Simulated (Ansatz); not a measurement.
Single-point calculation, with input and output: TiSi₂

The run: single-point calculation of TiSi₂ (Immm, 3 atoms in the cell). Method and program: DFT r2SCAN, scalar-relativistic, plane waves, PAW, no spin polarisation (Ansatz 0.2.0).

The structure derives from a Materials Project entry. Figures and captions count atoms from 1; the log counts them from 0 in places.

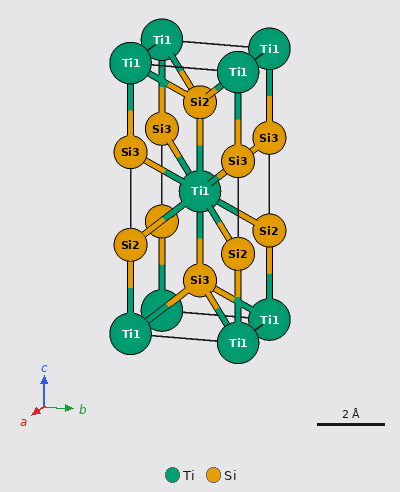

The structure as given in the input (ball-and-stick view of the cell 2 times as large as that of the calculation, set on its symmetry axes, seen slightly off an axis; atoms are numbered from 1 in the order of the input). An atom can appear more than once, as a periodic image.

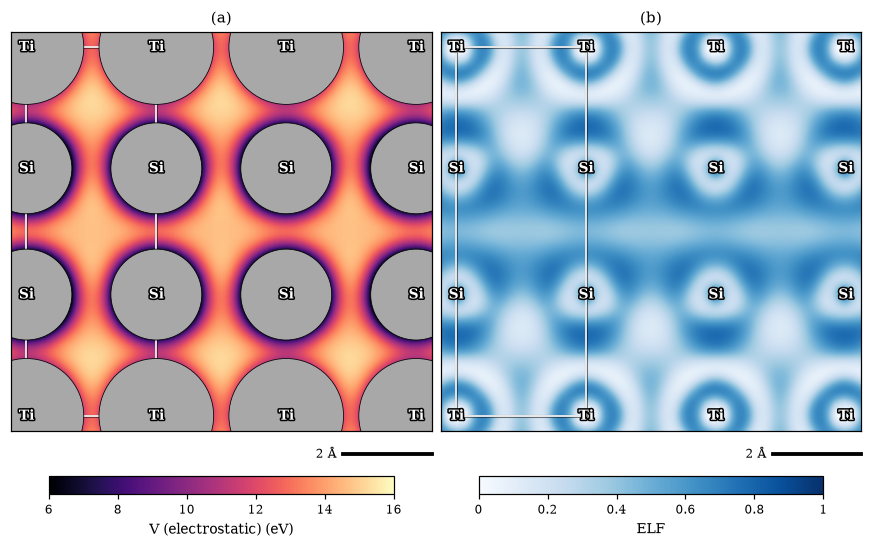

(a) electrostatic potential energy of an electron; (b) electron localisation function on the (010) plane of the conventional cell. Grey discs, where drawn, cover atomic cores. Ti–Si (2.75 Å): the ELF is about 0.45 at the midpoint. The strong features right at Ti lie inside the PAW spheres (semicore, d or f shells) and say nothing about bonding. Outside the cores the potential energy rises away from the atoms and is highest about 1.7 Å from the nearest atoms; outside the discs it spans about 9 eV, and its zero is arbitrary. Core electrons are frozen (PAW), so the fields are smoothed inside the atomic spheres.

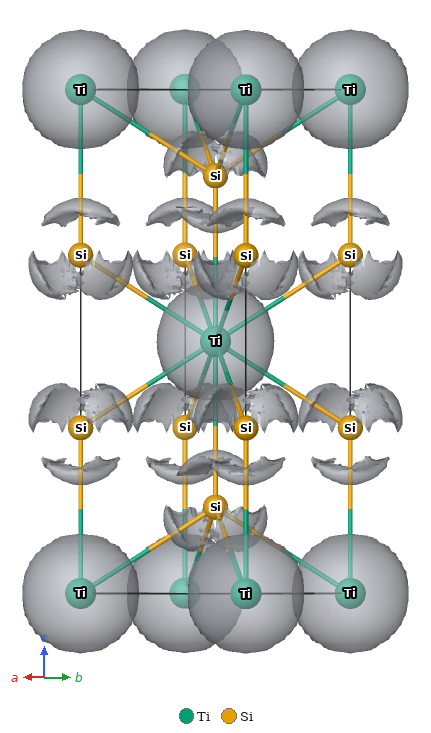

Isosurface of the valence electron density at 0.4 e/Å³ (grey), seen at an oblique angle. Sticks mark near contacts. The outline is the cell set on symmetry axes. At this value the density breaks into separate islands; it holds about 50 % of the electrons treated as valence (semicore included). It is pinched off along the Ti–Si (2.66 Å) and Ti–Si (2.75 Å) contacts. On the grid the lowest density along these lines, outside the cores, is 0.27 e/Å³ (Ti–Si, 2.66 Å) and 0.27 e/Å³ (Ti–Si, 2.75 Å).

The input that produced these results follows, with the program's output.

Input file
```yaml
crystal:
  lattice:
    - [-1.4732301176, 1.6960728688, 4.1823458309]
    - [1.4732301176, -1.6960728688, 4.1823458309]
    - [1.4732301176, 1.6960728688, -4.1823458309]
  atoms:
    - { symbol: Ti, position: [0.0, 0.0, 0.0] }
    - { symbol: Si, position: [0.328800063, 0.328800063, 0.0] }
    - { symbol: Si, position: [0.671199937, 0.671199937, 0.0] }
basis:
  ecutwfc: 500
kpoints:
  mp_grid: { grid: [16, 16, 16] }
hamiltonian:
  xc: r2scan
scf:
  occupations: { method: gaussian, width: 0.15 }
output:
  forces: true
  stress: true
  eigenvalues: true
  write_density: true
  write_potential: true
  elf: true
  volumetric_format: npy
```

Launch command:
```bash
ansatz run input.yaml --threads 2 --pin off --max-ram 5120MiB --backend cpu --events-out ev --progress --plain --runs-dir out
```

Log
```
Engine: ansatz 0.2.0, x86_64-unknown-linux-gnu
Pseudopotentials: kind: paw
Pseudopotential: Ti, paw, valence charge 12, recommended cutoff 500 eV (meta_gga), Ti.paw.azcp
Pseudopotential: Si, paw, valence charge 4, recommended cutoff 500 eV (meta_gga), Si.paw.azcp
Functional definition: r2SCAN
  parameter k0 = 0.174
  parameter k1 = 0.065
  parameter a1 = 4.9479
  exchange = r2scan_x(k0 = k0, k1 = k1, a1 = a1)
  correlation = r2scan_c
Crystal: 3 atoms, lattice volume = 41.802 Å³
Basis set: ecut = 500 eV, 1077 PW (Γ), exchange–correlation on 144×144×144 points (64 copies of the dense FFT grid, shifted against one another)
Bands: 14, of which v1, the nominal top of the filled ones, is band 10 counted from 1 (9 counted from 0)
Symmetry: 8 space group operations
Space group: Immm (ITA 71), of the structure as read, at distance tolerance 3.5e-5 Å
k-points: 621 of 4096
Non-local potential: Ti, projectors of the file, l = 0: 3, l = 1: 2, l = 2: 3, l = 3: 1
Non-local potential: Si, projectors of the file, l = 0: 2, l = 1: 2, l = 2: 2
PAW form: soft (Blöchl's): semilocal exchange-correlation on the pseudo side does not see the compensation charge
PAW frozen core: Ti, regenerated for the run's functional (the file was generated under x = pbe(κ = 0.804, μ = 0.2195149727645171), c = pbe(β = 0.06672455060314922))
PAW frozen core: Si, regenerated for the run's functional (the file was generated under x = pbe(κ = 0.804, μ = 0.2195149727645171), c = pbe(β = 0.06672455060314922))
PAW one-centre angular grid: Ti, 590 points (default); XC on 160 Gauss nodes
PAW one-centre angular grid: Si, 302 points (default); XC on 160 Gauss nodes
Initial density: superposition of atomic densities (neutral atoms: chi_scale 0, normalization atom), corrected by the library's trained network
Initial wavefunctions: pseudopotential atomic-orbital guess
Functional: x = r2scan, c = r2scan; τ floored in thin density (d = 2e-4 eV/Å³)
SCF iter   1: F=—  HF=-3783.517341 eV  |F-HF|=—  |Δ(HF+E_count)|=         —  Δρ=1.12e-2  dr2=4.63e-2  dr2_τ=2.45e-2  ethr=1.77e-3  ⟨swp⟩=5.0  Hψ=50436  notcnv=0
preconditioner: auto → Kerker (q_TF=auto, 2.413 Å⁻¹)  [metal: Δε(μ)=0.002 eV  Ē_g=7.213 eV  σ=0.150 eV  W_gap=0.01  n_scr=10 (ndim 8)  ℏωp=19.9 eV  f_vac=0.000  D(μ)=1.18/eV (n_scr^D=10)]
SCF iter   2: F=—  HF=-3783.566965 eV  |F-HF|=—  |Δ(HF+E_count)|=   4.96e-2  Δρ=4.76e-3  dr2=9.65e-3  dr2_τ=6.64e-4  ethr=2.32e-4  ⟨swp⟩=2.0  Hψ=21488  notcnv=0  defer=128
SCF iter   3: F=—  HF=-3783.566777 eV  |F-HF|=—  |Δ(HF+E_count)|=   1.88e-4  Δρ=2.91e-3  dr2=3.44e-3  dr2_τ=3.93e-5  ethr=4.82e-5  ⟨swp⟩=1.0  Hψ=8566  notcnv=0  defer=128
SCF iter   4: F=—  HF=-3783.566507 eV  |F-HF|=—  |Δ(HF+E_count)|=   2.70e-4  Δρ=2.36e-4  dr2=1.67e-5  dr2_τ=7.45e-7  ethr=1.72e-5  ⟨swp⟩=2.7  Hψ=13910  notcnv=0  defer=128
SCF iter   5: F=—  HF=-3783.566519 eV  |F-HF|=—  |Δ(HF+E_count)|=   1.16e-5  Δρ=3.83e-5  dr2=4.34e-7  dr2_τ=2.46e-8  ethr=8.34e-8  ⟨swp⟩=2.1  Hψ=12862  notcnv=0  defer=128
SCF iter   6: F=-3783.566519 eV  HF=-3783.566519 eV  |F-HF|=3.07e-8  |Δ(HF+E_count)|=   3.13e-7  Δρ=1.02e-5  dr2=3.58e-8  dr2_τ=9.83e-10  ethr=5.00e-10  ⟨swp⟩=9.3  Hψ=58700  notcnv=0
SCF 1 converged in 6 iterations: F = -3783.566519 eV  dr2 = 3.58e-8
  greatest PAW one-centre occupation: 1.002 electrons in one spin orbital (limit 2), on the Ti atom at site 0 (counted from 0), in its partial waves of l = 1
SCF converged after 6 iterations
Free energy (F): -3783.566519 eV
Harris-Foulkes:  -3783.566519 eV  (|F-HF|=3.07e-8)
Internal energy: -3783.553098 eV  (E = F + TS)
E sigma→0 (E₀):  -3783.559808 eV
Entropy (-TS):   -0.013421 eV (-4.474 meV/atom)
Fermi energy:    12.688272 eV
--- Per-component energies (eV) ---
  E_band       = -120.641691
  E_kinetic    = 359.982967
  E_local      = -1009.600509  (includes V_loc(G=0)·N_el)
  E_nonlocal   = 55.277703
  E_hartree    = 441.760688
  E_xc         = -199.547667
  E_vxc        = -238.250354  (∫ρ·V_xc dr)
  E_paw        = -2095.488685  (= ΣΔE_a)
  E_vpaw       = -185.097732  (= ΣTr[D̂ρ^β])
  E_aug_tail   = 0.000096  (compensation charges beyond the density's cutoff)
  E_vtau       = 13.527049  (kinetic-family band-sum trace: ∫τ·v_τ [+ j·A + Jᵃ·Aᵃ] dr)
  E_ewald      = -1335.531367
  E_core_change = -0.406323  (= ΣΔE_core)
  E_smearing   = -0.013421  (= −TS)
  E_closure    = -0.000000  (closes the sum)
  Σ components = -3783.566519   (vs F -3783.566519, Δ=0.00e0)
--- Forces (eV/Å), atoms counted from 1 ---
  atom   1  Ti     0.00000000     0.00000000     0.00000000
  atom   2  Si     0.00000000     0.00000000    -0.02373949
  atom   3  Si     0.00000000     0.00000000     0.02373949
  max |Σ_I F_I| component: 3.47e-18 eV/Å
--- Stress (GPa, compression-positive) ---
       -0.119930       0.000000       0.000000
        0.000000       0.145554       0.000000
        0.000000       0.000000       0.008692
  P = ⅓ Tr σ = 0.0114 GPa (0.114 kbar)
--- Band table (eV; the first three rows and the last of 621) ---
  k-point 0: bands = ["-45.9231", "-21.1966", "-21.1757", "-20.9256", "-0.7906", "7.5602", "8.3565", "10.3904", "11.9788", "13.4351", "14.9552", "15.3366", "16.1083", "16.7826"]
  k-point 1: bands = ["-45.9214", "-21.1945", "-21.1784", "-20.9394", "-0.6651", "7.6647", "8.3145", "10.2375", "11.9613", "13.0675", "14.7816", "15.1522", "16.4825", "16.7476"]
  k-point 2: bands = ["-45.9163", "-21.1885", "-21.1859", "-20.9783", "-0.2921", "7.9501", "8.1755", "9.9035", "11.9177", "12.2833", "13.8723", "15.4164", "16.6515", "16.8715"]
  k-point 620: bands = ["-45.9228", "-21.2092", "-21.1766", "-20.9260", "0.4391", "3.2505", "11.2614", "11.3034", "12.2444", "13.2680", "14.8491", "15.1348", "15.3988", "16.7040"]
```

Summary

| quantity | value |
| --- | --- |
| outcome | converged |
| space group (tolerance 0.01 Å) | Immm (71) |
| electrons treated | 20 |
| free energy | −3783.5665 eV |
| Fermi energy | 12.688 eV |
| gap on the k-point mesh | none (metallic) |
| pressure | 0.01 GPa |
| largest force (length of the vector) | 0.024 eV/Å |
| hardware | 2 threads of Intel Xeon @ 2.50GHz (Skylake/Cascade Lake), 192 GiB of memory available, shared host |
| wall time | 53 s (CPU time 1.7 min) |
| peak memory | 0.92 GiB |
